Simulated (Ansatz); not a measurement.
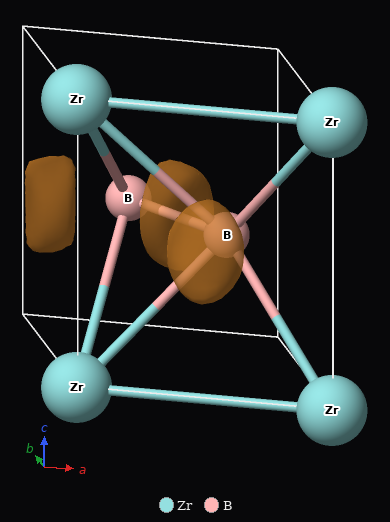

ZrB2. Isosurface of the ELF at 0.75 (orange), seen slightly off an axis. Core shells and regions of very low density are left out. Sticks mark near contacts.

Space group P1; changed on purpose from its base cell (atoms moved at random by about 0.05 A); not relaxed (largest force 1.2 eV/Å); computed pressure about −3 GPa in this cell.

Theory: Kohn-Sham DFT of a periodic cell, PBEsol, Ansatz PAW (Ansatz 0.2.0).

In a PAW calculation such maps are meaningful between the atoms, not at the nuclei.

What do the ELF domains correspond to?

The surface consists of three regions between bonded B–B atoms, counted in one cell of 3 atoms. Any copies at cell faces, edges or corners count once.

Values along the shortest contacts:
B–B (1.78 Å): the ELF peaks at about 0.85 between the atoms. Zr–B (2.44 Å): the ELF peaks at about 0.60 in the valence shell of B, 0.8 Å from its nucleus, and is about 0.20 at the midpoint.
